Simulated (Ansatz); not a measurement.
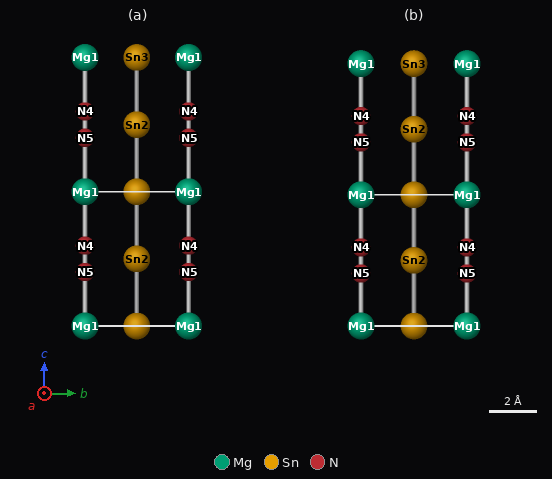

The structure of solid MgSn2N2 (a generated structure, set up in P4/mmm) before (left) and after (right) a relaxation, at one scale.

A ball-and-stick model of the cell of the calculation, repeated 1 × 1 × 2 with one cell outlined, seen along the a axis.

All numbers below come from Ansatz, DFT PBE, scalar-relativistic, plane waves, PAW.

Input file:
```yaml
crystal:
  lattice:
    - [4.4881516823, 0.0, 0.0]
    - [0.0, 4.4881516823, 0.0]
    - [0.0, 0.0, 5.8176583979]
  atoms:
    - { symbol: Mg, position: [0.0, 0.0, 0.0] }
    - { symbol: Sn, position: [0.5, 0.5, 0.5] }
    - { symbol: Sn, position: [0.5, 0.5, 0.0] }
    - { symbol: "N", position: [0.0, 0.0, 0.59808777] }
    - { symbol: "N", position: [0.0, 0.0, 0.40191223] }
basis:
  ecutwfc: 420
kpoints:
  mp_grid: { grid: [8, 8, 8] }
hamiltonian:
  xc: pbe
scf:
  occupations: { method: gaussian, width: 0.1 }
output:
  forces: true
  stress: true
  eigenvalues: true
relax:
  adjacent_minimum: "off"
  f_tol: 0.01
  max_steps: 80
  cell: { stress_tol: 0.05 }
```

Command:
```bash
ansatz run input.yaml --threads 1 --pin off --max-ram 2560MiB --backend cpu --events-out ev --progress --plain --runs-dir out
```

Q: Summarise the run.

A: The largest moves relative to the cell, 0.010 Å, are those of N4 and N5. N4 goes along +c. Sn and Mg stay in place. Cell: a = b 4.488 → 4.592 Å (+2.3 %), c 5.818 → 5.685 Å (−2.3 %). Volume +2.3 %. Among the contacts that change: Sn2–Sn3 2.909 → 2.842 Å, Mg1–N4 2.338 → 2.275 Å, N4–N5 1.141 → 1.135 Å. The space group stays P4/mmm (No. 123). The energy falls by 7.5 meV per atom in 6 accepted moves (8 points after the start). Largest force component: 0.34 eV/Å at the start, under 0.0001 eV/Å at the end. Pressure: −0.30 GPa at the start and 0.00 GPa at the end. At 2 points the geometry stayed and the basis and grid were re-selected for the new cell (energy shift of 0.9 meV per atom at most each time).
